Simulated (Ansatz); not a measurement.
# Run report: Si16O, geometry relaxation (part 3 of 3)

The same run, continued: Si16O (defect cell, 17 atoms in the cell); DFT, PBE, plane waves, PAW, no spin polarisation (Ansatz 0.2.0); cutoff 420 eV, 5×4×4 k-mesh, Gaussian smearing of 0.02 eV. The structure derives from a Materials Project entry. Some settings of this run were made unusual or wrong on purpose.

Geometry of the input (Å; fractional positions):
```
0.0000  0.0000  6.3650
7.7026  0.0000  0.0000
-3.8513  6.6706  0.0000
Si 0.0629  0.1667  0.3333
Si 0.0629  0.1667  0.8333
Si 0.0629  0.6667  0.3333
Si 0.0629  0.6667  0.8333
Si 0.5629  0.3333  0.1667
Si 0.5629  0.3333  0.6667
Si 0.5629  0.8333  0.1667
Si 0.5629  0.8333  0.6667
Si 0.4371  0.1667  0.3333
Si 0.4371  0.1667  0.8333
Si 0.4371  0.6667  0.3333
Si 0.4371  0.6667  0.8333
Si 0.9371  0.3333  0.1667
Si 0.9371  0.3333  0.6667
Si 0.9371  0.8333  0.1667
Si 0.9371  0.8333  0.6667
O  0.2500  0.0000  0.0000
```

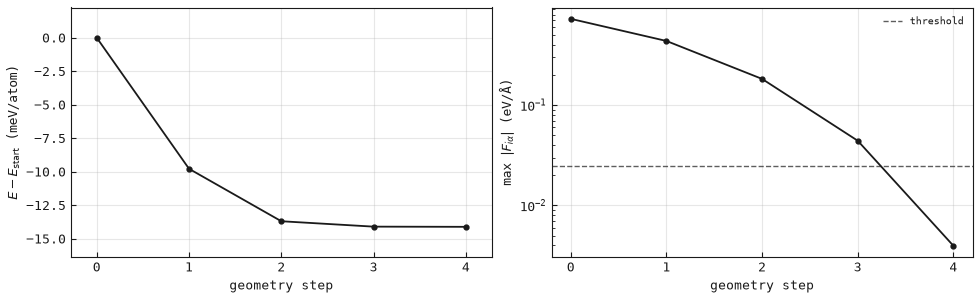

**Figure 1.** Progress of the relaxation, step by step (the first geometry is step 0 here and step 1 in the log).

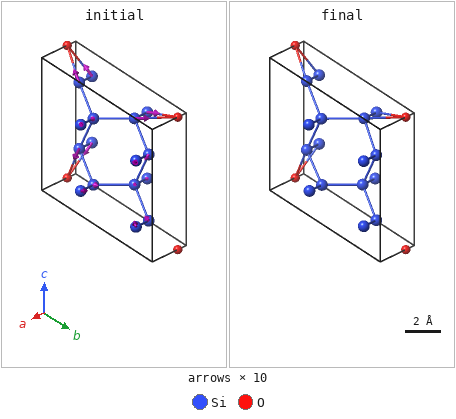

**Figure 2.** Before (left) and after (right) the relaxation, at one scale (ball-and-stick view of the cell of the calculation, seen slightly off an axis). The pink arrows give the displacements, magnified 10 times. The energy falls by 14.1 meV per atom in 4 geometry steps. Largest force component: 0.73 eV/Å at the start, 0.004 eV/Å at the end. The largest moves, 0.091 Å, are those of Si1, Si2, Si4, Si9, Si10 and Si12. O stays in place. The lattice vectors keep their values. Among the contacts that change: Si1–Si14 2.363 → 2.464 Å, Si10–O17 2.522 → 2.433 Å, Si6–Si14 2.381 → 2.324 Å, Si1–Si9 2.381 → 2.327 Å. Among the angles that change: Si1–Si15–Si4 109.1° → 103.2°, Si14–Si4–Si15 109.1° → 105.9°, Si15–Si4–O17 75.2° → 78.4°. (Atoms are counted from 1 in the order of the input.)

```
SCF converged after 35 iterations
Free energy (F): -10736.671812 eV
Harris-Foulkes:  -10736.671812 eV  (|F-HF|=1.80e-8)
Internal energy: -10736.669830 eV  (E = F + TS)
E sigma→0 (E₀):  -10736.670821 eV
Entropy (-TS):   -0.001982 eV (-0.117 meV/atom)
Fermi energy:    5.895981 eV
--- Per-component energies (eV) ---
  E_band       = 67.731314
  E_kinetic    = 813.535445
  E_local      = -1031.488791  (includes V_loc(G=0)·N_el)
  E_nonlocal   = 462.059857
  E_hartree    = 367.767845
  E_xc         = -954.688322
  E_vxc        = -839.209874  (∫ρ·V_xc dr)
  E_paw        = -8360.057838  (= ΣΔE_a)
  E_vpaw       = -72.705733  (= ΣTr[D̂ρ^β])
  E_aug_tail   = 0.002411  (compensation charges beyond the density's cutoff)
  E_ewald      = -2033.800438
  E_smearing   = -0.001982  (= −TS)
  E_closure    = 0.000000  (closes the sum)
  Σ components = -10736.671812   (vs F -10736.671812, Δ=0.00e0)
--- Forces (eV/Å), atoms counted from 1 ---
  atom   1  Si    -0.00000000     0.00016792    -0.00396398
  atom   2  Si     0.00014542    -0.00008396    -0.00396398
  atom   3  Si    -0.00000000    -0.00000000     0.00322529
  atom   4  Si    -0.00014542    -0.00008396    -0.00396398
  atom   5  Si     0.00032155     0.00018565     0.00230360
  atom   6  Si     0.00000000     0.00000000     0.00352937
  atom   7  Si    -0.00032155     0.00018565     0.00230360
  atom   8  Si     0.00000000    -0.00037129     0.00230360
  atom   9  Si    -0.00000000     0.00016792     0.00396398
  atom  10  Si     0.00014542    -0.00008396     0.00396398
  atom  11  Si    -0.00000000    -0.00000000    -0.00322529
  atom  12  Si    -0.00014542    -0.00008396     0.00396398
  atom  13  Si     0.00032155     0.00018565    -0.00230360
  atom  14  Si     0.00000000     0.00000000    -0.00352937
  atom  15  Si    -0.00032155     0.00018565    -0.00230360
  atom  16  Si     0.00000000    -0.00037129    -0.00230360
  atom  17  O     -0.00000000    -0.00000000     0.00000000
  max |Σ_I F_I| component: 4.63e-17 eV/Å
--- Band table (eV; the first three rows and the last of 12) ---
  k-point 0: bands = ["-11.2376", "-5.4214", "-3.7162", "-3.7162", "-3.4386", "-3.3648", "-2.0055", "-2.0055", "-1.6665", "-1.1558", "-1.1558", "-0.9957", "-0.5628", "0.1730", "0.6105", "0.6105", "1.1367", "1.1367", "1.9191", "2.9016", "2.9016", "3.4035", "3.4035", "3.4343", "3.9055", "4.1931", "4.7531", "4.7531", "5.0705", "5.1037", "5.1037", "5.3772", "5.3772", "5.8866", "6.6049", "6.6049", "6.9771", "6.9771", "7.2702", "7.7179", "8.7217", "8.7217", "8.8283", "8.8508", "8.8508", "9.3248", "9.3248", "9.4043", "9.7437", "9.9825", "10.2533", "10.4459"]
  k-point 1: bands = ["-11.2369", "-5.2855", "-4.1074", "-3.7850", "-3.4878", "-3.2611", "-1.8632", "-1.8176", "-1.7209", "-1.2764", "-1.2444", "-1.1003", "-0.5562", "0.6435", "0.9015", "1.1709", "1.2560", "1.5348", "1.9756", "2.4939", "2.5197", "3.2736", "3.4406", "3.4560", "3.5754", "3.7640", "4.0319", "4.3896", "4.4099", "5.1471", "5.1620", "5.2340", "5.4497", "5.5047", "5.7409", "6.3029", "7.2498", "8.1035", "8.1169", "8.3566", "8.4034", "9.0077", "9.0426", "9.1469", "9.2893", "9.3323", "9.9414", "9.9817", "10.0279", "10.0308", "10.2260", "10.6808"]
  k-point 2: bands = ["-11.2363", "-5.0095", "-4.6165", "-3.8452", "-3.4909", "-2.8502", "-2.5705", "-1.6890", "-1.6235", "-1.3193", "-1.2161", "-0.7937", "-0.4625", "1.2272", "1.2415", "1.2829", "1.6016", "1.9265", "1.9639", "2.3159", "2.4909", "2.7879", "2.9967", "3.3122", "3.3875", "3.5402", "3.7260", "3.8061", "4.0667", "4.5610", "4.9453", "5.4324", "5.4523", "5.4826", "5.7294", "5.9122", "7.5344", "7.8492", "7.9739", "8.4882", "9.4053", "9.4691", "9.4812", "9.5829", "9.9705", "10.0688", "10.2909", "10.3304", "10.4333", "10.5680", "10.7001", "10.7191"]
  k-point 11: bands = ["-11.2334", "-4.5758", "-4.0989", "-3.9270", "-3.7801", "-3.3291", "-3.2269", "-2.7057", "-2.3282", "-0.9191", "-0.6082", "0.1815", "0.3006", "0.9219", "0.9861", "1.1670", "1.8729", "2.0388", "2.4324", "2.5397", "2.8829", "3.1083", "3.3445", "3.4920", "3.6856", "3.7115", "3.9693", "4.0143", "4.1710", "4.2840", "4.3681", "4.6521", "4.6852", "5.1725", "5.5610", "5.9730", "8.0618", "8.1422", "8.2196", "8.6613", "8.7853", "9.0079", "9.1529", "9.2522", "9.4056", "9.5793", "9.7089", "9.7880", "9.9484", "10.2779", "10.3942", "10.6177"]
--- Relaxed structure (5 steps of the walk, 5 accepted, 0 SCFs on fresh bases) ---
  F+E_penalty+E_count = -10736.67181154 eV   max|allowed force component| = 3.964e-3 eV/Å
  atoms:
    - { symbol: Si, position: [0.06721816995948199, 0.16016416486155918, 0.3203283297231184] }
    - { symbol: Si, position: [0.06721816995948199, 0.1601641648615591, 0.8398358351384408] }
    - { symbol: Si, position: [0.0654736448555296, 0.6666666666666669, 0.3333333333333334] }
    - { symbol: Si, position: [0.06721816995948199, 0.6796716702768819, 0.8398358351384411] }
    - { symbol: Si, position: [0.5665358950325832, 0.33903630574702387, 0.169518152873512] }
    - { symbol: Si, position: [0.5674266035755631, 0.33333333333333337, 0.6666666666666669] }
    - { symbol: Si, position: [0.5665358950325832, 0.8304818471264881, 0.16951815287351196] }
    - { symbol: Si, position: [0.5665358950325832, 0.8304818471264882, 0.6609636942529763] }
    - { symbol: Si, position: [0.432781830040518, 0.16016416486155918, 0.3203283297231184] }
    - { symbol: Si, position: [0.432781830040518, 0.1601641648615591, 0.8398358351384408] }
    - { symbol: Si, position: [0.43452635514447047, 0.6666666666666669, 0.3333333333333334] }
    - { symbol: Si, position: [0.432781830040518, 0.6796716702768819, 0.8398358351384411] }
    - { symbol: Si, position: [0.9334641049674168, 0.33903630574702387, 0.169518152873512] }
    - { symbol: Si, position: [0.9325733964244373, 0.33333333333333337, 0.6666666666666669] }
    - { symbol: Si, position: [0.9334641049674168, 0.8304818471264881, 0.16951815287351196] }
    - { symbol: Si, position: [0.9334641049674168, 0.8304818471264882, 0.6609636942529763] }
    - { symbol: O, position: [0.25000000000000006, 3.082121531262499e-20, 1.0421303797610223e-19] }
```

Trajectory as extended XYZ (Å, eV, eV/Å), 5 frames, from step=1 to step=5
```
17
Lattice="0.0000 0.0000 6.3650 7.7026 0.0000 0.0000 -3.8513 6.6706 0.0000" Properties=species:S:1:pos:R:3:forces:R:3 step=1 energy=-10736.43193
Si    0.0000    2.2235    0.4006    0.0000  -0.5742   0.5272
Si   -1.9256    5.5588    0.4006   -0.4973   0.2871   0.5272
Si    3.8513    2.2235    0.4006    0.0000   0.0000   0.0427
Si    1.9256    5.5588    0.4006    0.4973   0.2871   0.5272
Si    1.9256    1.1118    3.5831    0.1614   0.0932   0.2239
Si    0.0000    4.4471    3.5831    0.0000   0.0000   0.7256
Si    5.7769    1.1118    3.5831   -0.1614   0.0932   0.2239
Si    3.8513    4.4471    3.5831    0.0000  -0.1863   0.2239
Si    0.0000    2.2235    2.7820    0.0000  -0.5742  -0.5272
Si   -1.9256    5.5588    2.7820   -0.4973   0.2871  -0.5272
Si    3.8513    2.2235    2.7820    0.0000   0.0000  -0.0427
Si    1.9256    5.5588    2.7820    0.4973   0.2871  -0.5272
Si    1.9256    1.1118    5.9645    0.1614   0.0932  -0.2239
Si    0.0000    4.4471    5.9645    0.0000   0.0000  -0.7256
Si    5.7769    1.1118    5.9645   -0.1614   0.0932  -0.2239
Si    3.8513    4.4471    5.9645    0.0000  -0.1863  -0.2239
O     0.0000    0.0000    1.5913    0.0000   0.0000   0.0000
17
Lattice="0.0000 0.0000 6.3650 7.7026 0.0000 0.0000 -3.8513 6.6706 0.0000" Properties=species:S:1:pos:R:3:forces:R:3 step=2 energy=-10736.59819
Si    0.0000    2.1879    0.4150    0.0000  -0.3184   0.2582
Si   -1.9565    5.5767    0.4150   -0.2757   0.1592   0.2582
Si    3.8513    2.2235    0.4059    0.0000   0.0000   0.0863
Si    1.9565    5.5767    0.4150    0.2757   0.1592   0.2582
Si    1.9406    1.1204    3.5931    0.0788   0.0455   0.1601
Si    0.0000    4.4471    3.5950    0.0000   0.0000   0.4366
Si    5.7619    1.1204    3.5931   -0.0788   0.0455   0.1601
Si    3.8513    4.4297    3.5931    0.0000  -0.0910   0.1601
Si    0.0000    2.1879    2.7675    0.0000  -0.3184  -0.2582
Si   -1.9565    5.5767    2.7675   -0.2757   0.1592  -0.2582
Si    3.8513    2.2235    2.7766    0.0000   0.0000  -0.0863
Si    1.9565    5.5767    2.7675    0.2757   0.1592  -0.2582
Si    1.9406    1.1204    5.9544    0.0788   0.0455  -0.1601
Si    0.0000    4.4471    5.9525    0.0000   0.0000  -0.4366
Si    5.7619    1.1204    5.9544   -0.0788   0.0455  -0.1601
Si    3.8513    4.4297    5.9544    0.0000  -0.0910  -0.1601
O     0.0000    0.0000    1.5913    0.0000   0.0000   0.0000
17
Lattice="0.0000 0.0000 6.3650 7.7026 0.0000 0.0000 -3.8513 6.6706 0.0000" Properties=species:S:1:pos:R:3:forces:R:3 step=3 energy=-10736.66472
Si    0.0000    2.1398    0.4245    0.0000  -0.0366   0.0416
Si   -1.9982    5.6007    0.4245   -0.0317   0.0183   0.0416
Si    3.8513    2.2235    0.4229    0.0000   0.0000  -0.1539
Si    1.9982    5.6007    0.4245    0.0317   0.0183   0.0416
Si    1.9591    1.1311    3.6136    0.0103   0.0060  -0.1827
Si    0.0000    4.4471    3.6206    0.0000   0.0000  -0.1699
Si    5.7435    1.1311    3.6136   -0.0103   0.0060  -0.1827
Si    3.8513    4.4085    3.6136    0.0000  -0.0119  -0.1827
Si    0.0000    2.1398    2.7580    0.0000  -0.0366  -0.0416
Si   -1.9982    5.6007    2.7580   -0.0317   0.0183  -0.0416
Si    3.8513    2.2235    2.7596    0.0000   0.0000   0.1539
Si    1.9982    5.6007    2.7580    0.0317   0.0183  -0.0416
Si    1.9591    1.1311    5.9339    0.0103   0.0060   0.1827
Si    0.0000    4.4471    5.9269    0.0000   0.0000   0.1699
Si    5.7435    1.1311    5.9339   -0.0103   0.0060   0.1827
Si    3.8513    4.4085    5.9339    0.0000  -0.0119   0.1827
O     0.0000    0.0000    1.5913    0.0000   0.0000   0.0000
17
Lattice="0.0000 0.0000 6.3650 7.7026 0.0000 0.0000 -3.8513 6.6706 0.0000" Properties=species:S:1:pos:R:3:forces:R:3 step=4 energy=-10736.67157
Si    0.0000    2.1375    0.4266    0.0000  -0.0051   0.0205
Si   -2.0001    5.6019    0.4266   -0.0044   0.0025   0.0205
Si    3.8513    2.2235    0.4179    0.0000   0.0000  -0.0218
Si    2.0001    5.6019    0.4266    0.0044   0.0025   0.0205
Si    1.9588    1.1309    3.6069    0.0009   0.0005  -0.0169
Si    0.0000    4.4471    3.6143    0.0000   0.0000  -0.0442
Si    5.7437    1.1309    3.6069   -0.0009   0.0005  -0.0169
Si    3.8513    4.4088    3.6069    0.0000  -0.0010  -0.0169
Si    0.0000    2.1375    2.7559    0.0000  -0.0051  -0.0205
Si   -2.0001    5.6019    2.7559   -0.0044   0.0025  -0.0205
Si    3.8513    2.2235    2.7646    0.0000   0.0000   0.0218
Si    2.0001    5.6019    2.7559    0.0044   0.0025  -0.0205
Si    1.9588    1.1309    5.9407    0.0009   0.0005   0.0169
Si    0.0000    4.4471    5.9333    0.0000   0.0000   0.0442
Si    5.7437    1.1309    5.9407   -0.0009   0.0005   0.0169
Si    3.8513    4.4088    5.9407    0.0000  -0.0010   0.0169
O     0.0000    0.0000    1.5913    0.0000   0.0000   0.0000
17
Lattice="0.0000 0.0000 6.3650 7.7026 0.0000 0.0000 -3.8513 6.6706 0.0000" Properties=species:S:1:pos:R:3:forces:R:3 step=5 energy=-10736.67181
Si    0.0000    2.1368    0.4278    0.0000   0.0002  -0.0040
Si   -2.0008    5.6022    0.4278    0.0001  -0.0001  -0.0040
Si    3.8513    2.2235    0.4167    0.0000   0.0000   0.0032
Si    2.0008    5.6022    0.4278   -0.0001  -0.0001  -0.0040
Si    1.9586    1.1308    3.6060    0.0003   0.0002   0.0023
Si    0.0000    4.4471    3.6117    0.0000   0.0000   0.0035
Si    5.7440    1.1308    3.6060   -0.0003   0.0002   0.0023
Si    3.8513    4.4090    3.6060    0.0000  -0.0004   0.0023
Si    0.0000    2.1368    2.7547    0.0000   0.0002   0.0040
Si   -2.0008    5.6022    2.7547    0.0001  -0.0001   0.0040
Si    3.8513    2.2235    2.7658    0.0000   0.0000  -0.0032
Si    2.0008    5.6022    2.7547   -0.0001  -0.0001   0.0040
Si    1.9586    1.1308    5.9415    0.0003   0.0002  -0.0023
Si    0.0000    4.4471    5.9359    0.0000   0.0000  -0.0035
Si    5.7440    1.1308    5.9415   -0.0003   0.0002  -0.0023
Si    3.8513    4.4090    5.9415    0.0000  -0.0004  -0.0023
O     0.0000    0.0000    1.5913    0.0000   0.0000   0.0000
```

Outcome

```tsv
quantity	value
outcome	converged
electrons treated	70
free energy	−10736.6718 eV
Fermi energy	5.896 eV
gap on the k-point mesh	none (metallic)
final volume	327.04 Å³
largest force (length of the vector) at the end	0.004 eV/Å
wall time	1.9 min (CPU time 7.4 min)
peak memory	0.93 GiB
```

Notes

A setting was made wrong on purpose: mixing far too weak (`scf.mixing`). The run converged; whether the setting changed the result can't be told without a sound run beside it. The electronic state found may not be the lowest one.
